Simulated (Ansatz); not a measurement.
## Electronic structure of Si₅N₃ in real space

The calculation's input:

```
crystal:
  lattice:
    - [2.8809012408, 0.0, 0.0]
    - [-1.4404506204, 2.4949336603, 0.0]
    - [0.0, 0.0, 31.4922295211]
  atoms:
    - { symbol: Si, position: [0.6666666667, 0.3333333333, 0.4192494926] }
    - { symbol: Si, position: [0.3333333333, 0.6666666667, 0.2009651705] }
    - { symbol: Si, position: [0.3333333333, 0.6666666667, 0.2783884657] }
    - { symbol: Si, position: [0.6666666667, 0.3333333333, 0.3428128537] }
    - { symbol: Si, position: [0.0, 0.0, 0.0381360629] }
    - { symbol: Si, position: [0.0, 0.0, 0.9618639371] }
    - { symbol: Si, position: [0.3333333333, 0.6666666667, 0.5807505074] }
    - { symbol: Si, position: [0.6666666667, 0.3333333333, 0.7990348295] }
    - { symbol: Si, position: [0.6666666667, 0.3333333333, 0.7216115343] }
    - { symbol: Si, position: [0.3333333333, 0.6666666667, 0.6571871463] }
    - { symbol: "N", position: [0.3333333333, 0.6666666667, 0.4371704246] }
    - { symbol: "N", position: [0.0, 0.0, 0.1828642149] }
    - { symbol: "N", position: [0.3333333333, 0.6666666667, 0.056121439] }
    - { symbol: "N", position: [0.6666666667, 0.3333333333, 0.943878561] }
    - { symbol: "N", position: [0.6666666667, 0.3333333333, 0.5628295754] }
    - { symbol: "N", position: [0.0, 0.0, 0.8171357851] }
basis:
  ecutwfc: 500
kpoints:
  mp_grid: { grid: [12, 12, 1] }
  band_path:
    path:
      - [[0.0, 0.0, 0.0], [0.5, 0.0, 0.0], [0.33333333, 0.33333333, 0.0], [0.0, 0.0, 0.0], [0.0, 0.0, 0.5], [0.5, 0.0, 0.5], [0.33333333, 0.33333333, 0.5], [0.0, 0.0, 0.5]]
      - [[0.5, 0.0, 0.5], [0.5, 0.0, 0.0]]
      - [[0.33333333, 0.33333333, 0.5], [0.33333333, 0.33333333, 0.0]]
    npoints: 10
hamiltonian:
  xc: r2scan
scf:
  occupations: { method: gaussian, width: 0.1 }
  n_extra_bands: 40
output:
  forces: true
  stress: true
  eigenvalues: true
  populations: true
  dos: { projected: true, de: 0.02, nscf_kmesh: { grid: [15, 15, 2] } }
  bader: false
  write_density: true
  write_potential: true
  elf: true
  volumetric_format: npy
```

Launched as:

```sh
ansatz run input.yaml --threads 1 --pin off --max-ram 2560MiB --backend cpu --events-out ev --progress --plain --runs-dir out
```

Below, planes, directions and counts refer to the conventional cell (a = 2.88 Å, b = 2.88 Å, c = 31.49 Å, α = 90.00°, β = 90.00°, γ = 120.00°).

Space group P-3m1; a generated structure, not necessarily the stable one; not relaxed (largest force 0.4 eV/Å); computed pressure about −3 GPa in this cell.

All numbers below come from DFT r2SCAN, scalar-relativistic, plane waves, PAW in Ansatz.

Core electrons are frozen (PAW), and the valence fields are smoothed inside the atomic spheres.

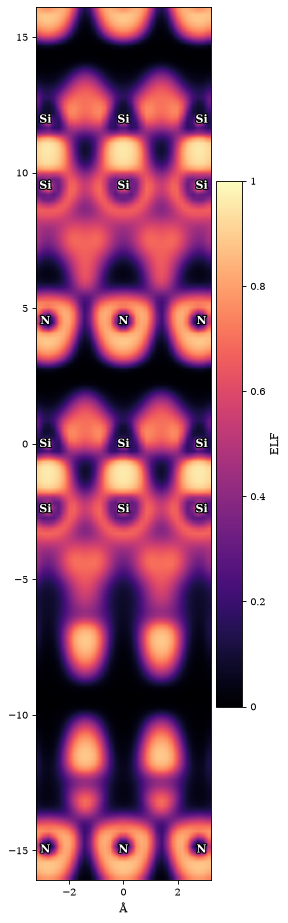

Figure 1. Electron localisation function on the (010) plane of the conventional cell.

> What do the fields say about this system?

- The plane passes through Si and N nuclei.
- Atoms just off the plane (Si, 0.8 Å away and N, 0.8 Å away) can leave unmarked features too.
- Si–Si (2.41 Å): the ELF peaks at about 0.95 between the atoms.
- The ELF also peaks beside N, away from the bonds: lone-pair regions.

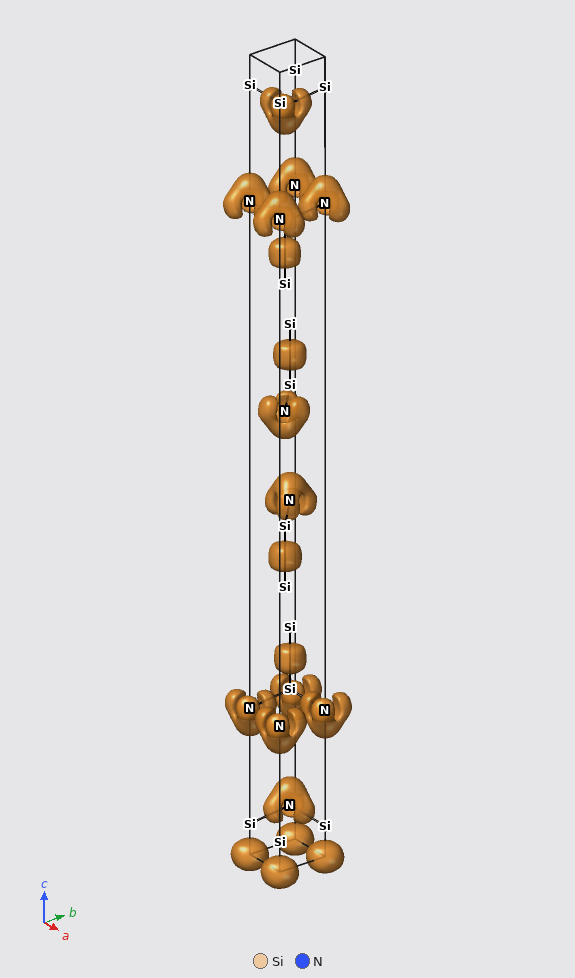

Figure 2. Isosurface of the electron localisation function at 0.8 (orange), seen slightly off an axis. Only the valence region is drawn (cores and ρ < 0.01 e/Å³ removed). Sticks mark near contacts.

> Describe the localisation domains.

At this value the surface marks out five regions between bonded Si–Si atoms and six regions on N in which the atom's valence shell and bonds are merged, counted in one cell of 16 atoms. Any copies at cell faces, edges or corners count once. Profiles from the grid: Si–N (1.76 Å): the ELF peaks at about 0.90 between the atoms. Si–Si (2.40 Å): the ELF peaks at about 1 between the atoms.

> Metal or insulator at this level of theory?

It is gapless in this calculation (a metal or semimetal).
